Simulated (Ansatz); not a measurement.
## Electronic structure of Ga$_{8}$HN$_{8}$ (cell charge −1, with a compensating background) (cell with a defect) in real space

Input file:

```
crystal:
  lattice:
    - [4.5484769843, 0.0, 4.5484769843]
    - [0.0, -4.5484769843, 4.5484769843]
    - [4.5484769843, -4.5484769843, 0.0]
  atoms:
    - { symbol: Ga, position: [0.0, 0.5, 0.5] }
    - { symbol: Ga, position: [0.0, 0.0, 0.5] }
    - { symbol: Ga, position: [0.5, 0.5, 0.5] }
    - { symbol: Ga, position: [0.5, 0.0, 0.5] }
    - { symbol: Ga, position: [0.0, 0.5, 1.0] }
    - { symbol: Ga, position: [0.0, 0.0, 1.0] }
    - { symbol: Ga, position: [0.5, 0.5, 1.0] }
    - { symbol: Ga, position: [0.5, 0.0, 1.0] }
    - { symbol: "N", position: [0.125, 0.625, 0.125] }
    - { symbol: "N", position: [0.125, 0.125, 0.125] }
    - { symbol: "N", position: [0.625, 0.625, 0.125] }
    - { symbol: "N", position: [0.625, 0.125, 0.125] }
    - { symbol: "N", position: [0.125, 0.625, 0.625] }
    - { symbol: "N", position: [0.125, 0.125, 0.625] }
    - { symbol: "N", position: [0.625, 0.625, 0.625] }
    - { symbol: "N", position: [0.625, 0.125, 0.625] }
    - { symbol: H, position: [0.3520001361, 0.8896762545, 0.8693797966] }
total_charge: -1
basis:
  ecutwfc: 420
  xc_grid: 2
kpoints:
  mp_grid: { grid: [3, 3, 3], shift: [0.0, 0.0, 0.0] }
hamiltonian:
  xc: pbe
scf:
  occupations: { method: gaussian, width: 0.02 }
output:
  forces: true
  stress: false
  eigenvalues: true
  write_density: true
  write_potential: true
  elf: true
  volumetric_format: npy
relax:
  adjacent_minimum: "off"
  f_tol: 0.02
  max_steps: 60
```

Run with:

```sh
ansatz run input.yaml --threads 4 --pin off --max-ram 10240MiB --backend cpu --events-out ev --progress --plain --runs-dir out
```

The fields are those of the run's last geometry, not of the input's.

Theory: DFT PBE, scalar-relativistic, plane waves, PAW in Ansatz.

Core electrons are frozen (PAW), and the valence fields are smoothed inside the atomic spheres.

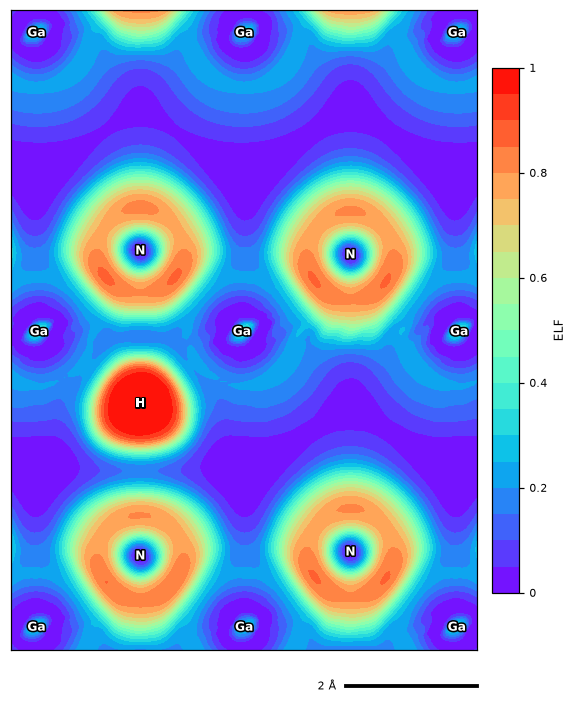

Figure 1. Electron localisation function on the (101̄) plane of the calculation cell.

Question: Interpret the plot.

Answer: The plane passes through Ga, N and H nuclei. Ga–H (1.90 Å): the ELF climbs to about 1 towards the hydrogen. Ga–N (1.93 Å): the ELF peaks at about 0.85 in the valence shell of N, 0.7 Å from its nucleus, and is about 0.50 at the midpoint. Ga–N (1.99 Å): the ELF peaks at about 0.85 in the valence shell of N, 0.7 Å from its nucleus, and is about 0.45 at the midpoint. Ga–N (2.04 Å): the ELF peaks at about 0.85 in the valence shell of N, 0.7 Å from its nucleus, and is about 0.45 at the midpoint.

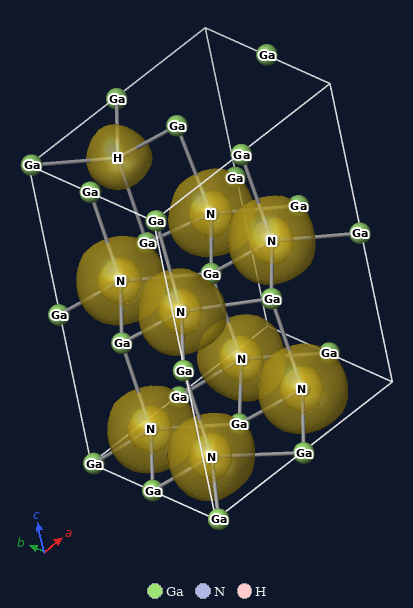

Figure 2. Isosurface of the electron localisation function at 0.7 (yellow), seen slightly off an axis. Only the valence region is drawn (cores and ρ < 0.01 e/Å³ removed). Sticks mark near contacts.

Question: What do the ELF domains correspond to?

Answer: At this value the surface marks out one region around a hydrogen nucleus and eight regions wrapped around N (the valence shell of each), counted in one cell of 17 atoms. Regions shared between cells count once.

Question: Does the calculation make it a metal, or give it a gap?

Answer: It is gapped, with a Kohn–Sham gap of 0.57 eV on the k-point mesh (the band edges may lie off the mesh, which would make the gap smaller).
